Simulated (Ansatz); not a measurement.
# B7P: what the fields show

```
CELL_PARAMETERS angstrom
3.66949 0.00000 0.00000
-1.83474 3.17787 0.00000
0.00000 0.00000 7.40901
ATOMIC_POSITIONS crystal
B 0.50000 0.00000 0.00000
B 0.00000 0.50000 0.00000
B 0.50000 0.50000 0.00000
B 0.50000 0.00000 0.50000
B 0.00000 0.50000 0.50000
B 0.50000 0.50000 0.50000
B 0.00000 0.00000 0.50000
P 0.00000 0.00000 0.00000
```

Space group P6/mmm; a structure generated by program, which may or may not match a known phase.

Level of theory: Ansatz 0.2.0, DFT PBE, scalar-relativistic, plane waves, PAW.

In a PAW calculation such maps are meaningful between the atoms, not at the nuclei.

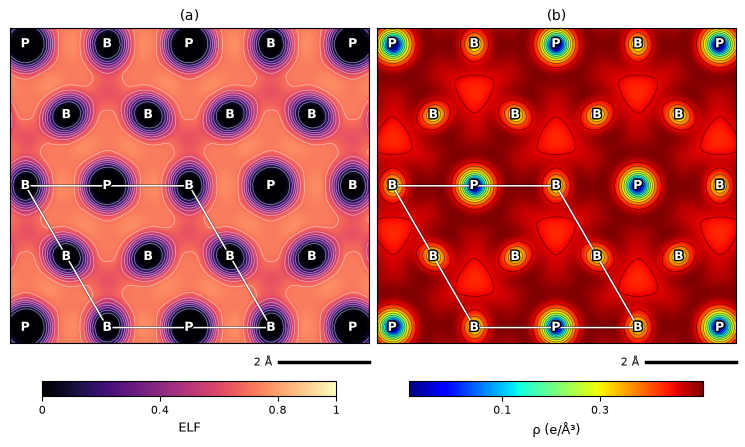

Figure 1. (a) electron localisation function; (b) valence electron density on the (001) plane of the conventional cell.

Q: Describe what can be read from this map.

A:
- The plane passes through B and P nuclei.
- B–B (1.83 Å): ρ is about 0.72 e/Å³ halfway; the ELF peaks at about 0.70 between the atoms.
- B–P (1.83 Å): the density is about 0.95 e/Å³ at the midpoint; the ELF peaks at about 0.75 between the atoms.
- Between the atoms the lowest density in this plane is 0.61 e/Å³.

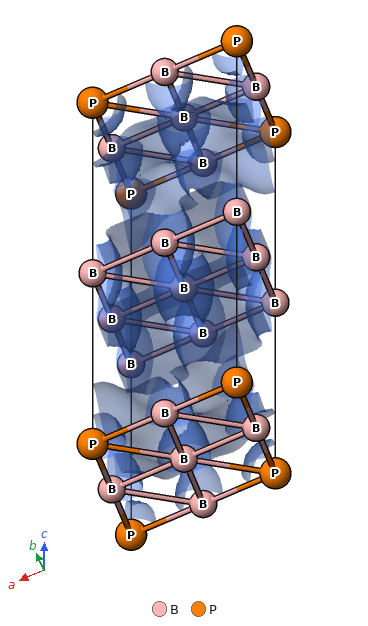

Figure 2. Isosurface of the electron localisation function at 0.55 (blue), seen at an oblique angle. Only the valence region is drawn (cores and ρ < 0.01 e/Å³ removed). Sticks mark near contacts.

Q: Where are the electrons localised?

A: At this value the surface marks out sheets that run through the cell in two directions, counted in one cell of 8 atoms. Regions shared between cells count once.

Q: Metal or insulator at this level of theory?

A: It is gapless in this calculation (a metal or semimetal).
